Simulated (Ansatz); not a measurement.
**C4H9N: a changed input and its effect**

System: C4H9N, SMILES C1CCNC1.
Method of the first run: RKS SPW92 (LDA)/def2-TZVPP (Ansatz 0.2.0).

The geometry comes from this level: PBE0-D4/def2-TZVP. Text and figures count atoms from 1; the logs count them from 0 in places.

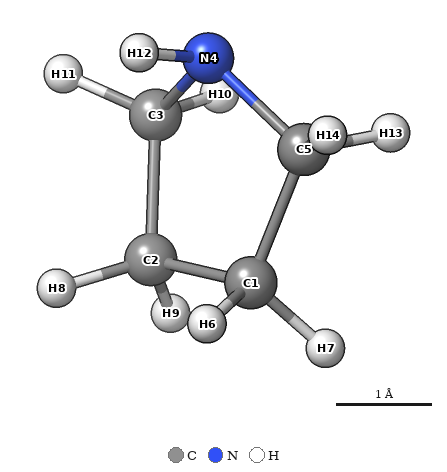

The input geometry (ball-and-stick view, seen at a tilt; atoms are numbered from 1 in the order of the input). Bond lengths as drawn: C–C 1.54 Å, C–H 1.09 to 1.10 Å, C–N 1.46 Å and H–N 1.01 Å.

**Input file, the first run**
```yaml
crystal:
  periodic: [false, false, false]
  atoms:
    - {symbol: C, position_ang: [-0.898441, 0.724674, 0.236837]}
    - {symbol: C, position_ang: [0.028936, -0.070077, 1.177948]}
    - {symbol: C, position_ang: [1.075128, -0.693565, 0.236050]}
    - {symbol: N, position_ang: [0.473504, -0.746104, -1.089938]}
    - {symbol: C, position_ang: [-0.310567, 0.479808, -1.165473]}
    - {symbol: H, position_ang: [-1.922654, 0.349018, 0.295126]}
    - {symbol: H, position_ang: [-0.933539, 1.787548, 0.484472]}
    - {symbol: H, position_ang: [-0.528630, -0.850421, 1.701296]}
    - {symbol: H, position_ang: [0.489859, 0.559973, 1.941400]}
    - {symbol: H, position_ang: [1.961822, -0.052172, 0.183023]}
    - {symbol: H, position_ang: [1.409144, -1.683892, 0.550223]}
    - {symbol: H, position_ang: [-0.153696, -1.541869, -1.135750]}
    - {symbol: H, position_ang: [0.363477, 1.299427, -1.437792]}
    - {symbol: H, position_ang: [-1.067344, 0.408453, -1.948523]}
basis:
  gaussian: {orbitals: def2-TZVPP}
hamiltonian: {xc: lda}
output: {orbitals: {seedname: orbitals}}
```

Command:
```bash
ansatz run in.yaml --threads 4 --pin off --events-out ev --progress --plain --max-ram 10444MiB
```

Hardware: 4 threads of AMD EPYC, 163 GiB of memory available, shared host.

**Output (the first run)**
```
Functional definition: SPW92
  exchange = slater_x
  correlation = pw_c
1406 factors; their error is unknown
mean field evaluation 1: about -5715.5373 eV, gradient 8.9e1 eV
mean field evaluation 2: about -5654.1329 eV, gradient 1.8e2 eV
mean field evaluation 4: about -5733.5110 eV, gradient 1.9e1 eV
mean field evaluation 8: about -5734.2085 eV, gradient 3.1e-1 eV
mean field evaluation 16: about -5734.1601 eV, gradient 5.0e-4 eV
mean field -5734.16012182 eV, -210.7264977236 hartree, gradient 1.3e-5 eV, S^2 0.000000; 0 other end points of the search recorded, 0 dependent functions left out
reference -5734.16016256 eV, -210.7264992207 hartree; 20, 20 occupied and 261, 261 virtual orbitals, 1406 factors
Total energy: -5734.16016256 eV, -210.7264992207 hartree
```

For the second run the input was changed thus:
```diff
-hamiltonian: {xc: lda}
+hamiltonian: {xc: {name: BLYP}, dispersion: d4}
```

Predict how the results change.

The total energies belong to different models, so their difference says nothing on which is more stable or more accurate. The HOMO goes from −5.25 to −5.03 eV. The LUMO goes from −0.02 to 0.13 eV.

**Output (the second run)**
```
Functional definition: BLYP
  parameter beta = 0.0042
  parameter a = 0.04918
  parameter b = 0.132
  parameter c = 0.2533
  parameter d = 0.349
  exchange = b88_x(beta = beta)
  correlation = lyp_c(a = a, b = b, c = c, d = d)
1406 factors; their error is unknown
mean field evaluation 1: about -5765.0546 eV, gradient 8.9e1 eV
mean field evaluation 2: about -5693.3322 eV, gradient 1.9e2 eV
mean field evaluation 4: about -5782.8978 eV, gradient 2.1e1 eV
mean field evaluation 8: about -5783.7516 eV, gradient 3.9e-1 eV
mean field evaluation 16: about -5783.6959 eV, gradient 1.6e-3 eV
mean field -5783.69589783 eV, -212.5469039155 hartree, gradient 6.9e-5 eV, S^2 0.000000; 0 other end points of the search recorded, 0 dependent functions left out
reference -5783.69629180 eV, -212.5469183934 hartree; 20, 20 occupied and 261, 261 virtual orbitals, 1406 factors
Total energy: -5784.31282566 eV, -212.5695755949 hartree
```

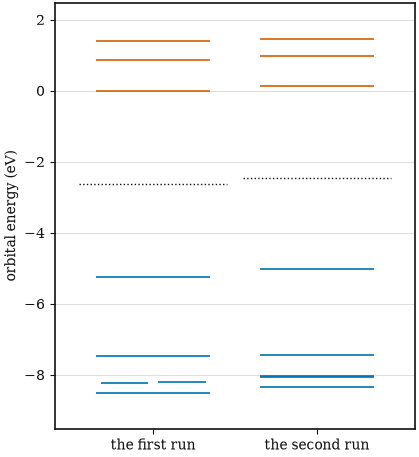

The five highest filled and three lowest empty orbital energies of the two runs; the dotted lines part filled from empty levels. The HOMO–LUMO gap is 5.23 eV in the first run and 5.17 eV in the second run.

**The two runs side by side**

| quantity | the first run | the second run |
| --- | --- | --- |
| outcome | converged | converged |
| total energy (hartree) | −210.726499 | −212.569576 |
| HOMO (eV) | −5.25 | −5.03 |
| LUMO (eV) | −0.02 | 0.13 |
| basis functions | 281 | 281 |
| wall time (shared host) | 1.6 s | 3.1 s |
